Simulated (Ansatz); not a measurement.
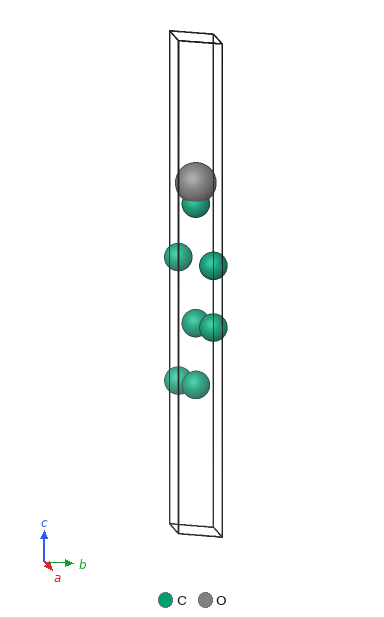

A space-filling rendering, viewed slightly off an axis. The simulation cell is outlined; an atom on or near a face, edge or corner is repeated at each equivalent position. Finite groups of bonded atoms are drawn whole. Cell: a = 2.465 Å, b = 2.465 Å, c = 26.899 Å, α = 90.00°, β = 90.00°, γ = 60.00°.

What structure is drawn here?

The stoichiometry is C$_{7}$O. Counting shared atoms by their share gives 7 C, 1 O, or 8 atoms. O is coordinated by one C at about 1.1 Å.

The initial geometry was a structure listed in the Materials Project, from which a slab was cut and an adsorbate added. The atoms were relaxed in a fixed cell with Ansatz, DFT PBE+D3(BJ), scalar-relativistic, plane waves, PAW, but for two held in place.
